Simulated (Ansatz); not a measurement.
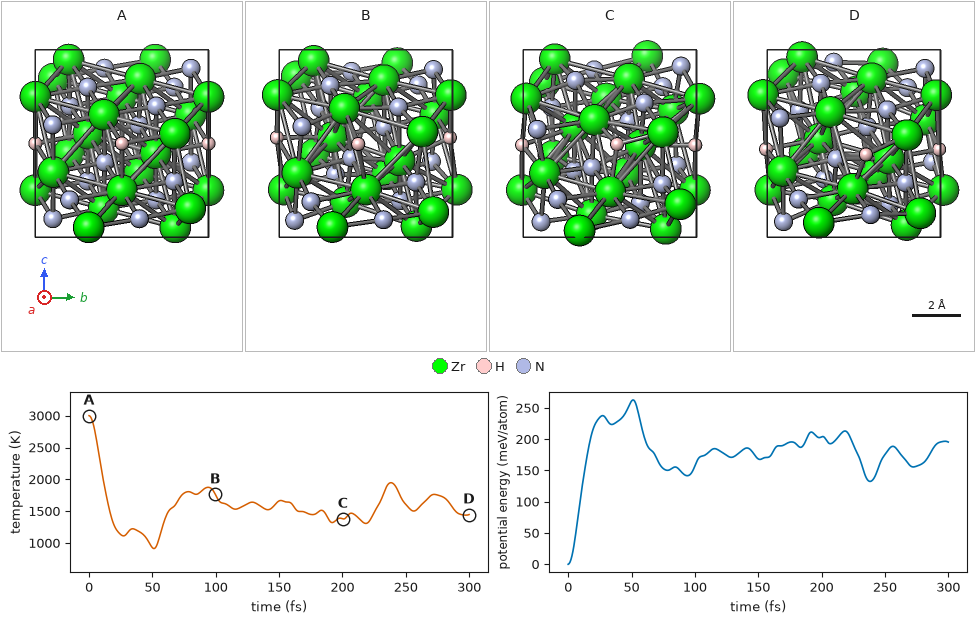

First-principles dynamics of a 38-atom cell of Zr10HN8 (set up in P-1), 300 fs long. Frames (A at 0 fs, B at 100 fs, C at 200 fs, D at 300 fs) and the history of the run. The picture is a ball-and-stick view of the simulation cell, seen along the a axis. Bonds to atoms that aren't drawn are left out.

Level of theory: DFT PBEsol, scalar-relativistic, plane waves, PAW in Ansatz. Settings: plane-wave cutoff 420 eV; k-point mesh 1 × 1 × 1; Fermi-Dirac smearing 0.05 eV; low-accuracy preset; constant energy (NVE); velocities drawn for 3000 K; time step 0.75 fs.

### What do the frames and curves show?

Root-mean-square distances from the starting positions over the second half, with the common drift of all atoms taken out: H 0.59 Å, N 0.24 Å, Zr 0.21 Å. Against the typical shortest distance between atoms in the first frame, about 2.3 Å these are wide excursions, but the first-neighbour bonds of the start all hold: the network flexes, or its layers or units shift against each other, without breaking. The mean temperature in the second half is 1556 K (standard deviation 157 K). The potential energy is still drifting at the end, so the run hasn't reached equilibrium. The potential energy in the second half lies on average 182 meV per atom above the first frame. The total energy stays between −0.00063 and 0.18 meV per atom of its start. A straight-line fit has a slope that amounts to −8.7e−05 meV per atom over 300 fs (under 0.1 % of the mean kinetic energy), its mean offset in the second half is under 0.1 %, and the ripple about the line is under 0.1 % of the kinetic energy's fluctuation. With a drift under 2 % and a ripple under 7 %, the integration is accurate.

Limits of the set-up: the program's low-accuracy preset was used.

Cost: 21 min on 2 threads of Arm Neoverse V1, with other jobs on the host, peak memory 0.67 GiB.
